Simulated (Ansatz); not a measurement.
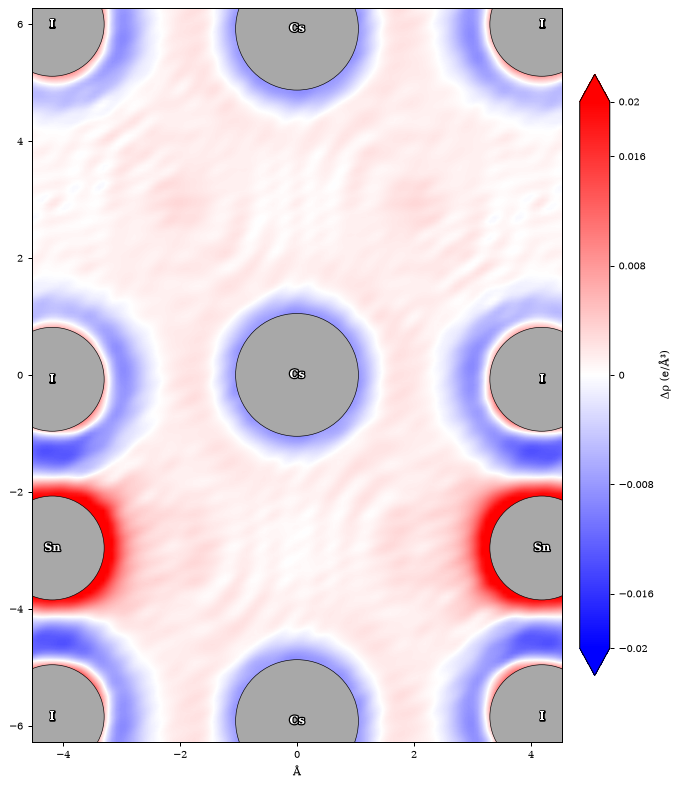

Cs$_{2}$SnI$_{6}$. Difference of the valence pseudo-densities of two functionals at the same geometry, on the (011̄) plane of the calculation cell: one of LDA and r2SCAN less the other.

Both computed with Ansatz (plane waves, PAW), on the same k-point mesh. Grey discs cover the atomic cores.

Question: Which was subtracted from which, and what does the map show?

Answer: It is LDA less r2SCAN. Against r2SCAN, LDA gives less density around Cs (−0.006 e/Å³ on average at 1.2 Å from the nucleus), more density around Sn (+0.017 e/Å³ on average at 1.0 Å from the nucleus), less density around I (−0.004 e/Å³ on average at 1.0 Å from the nucleus) and a change of −0.011 e/Å³ at the midpoint of Sn–I.
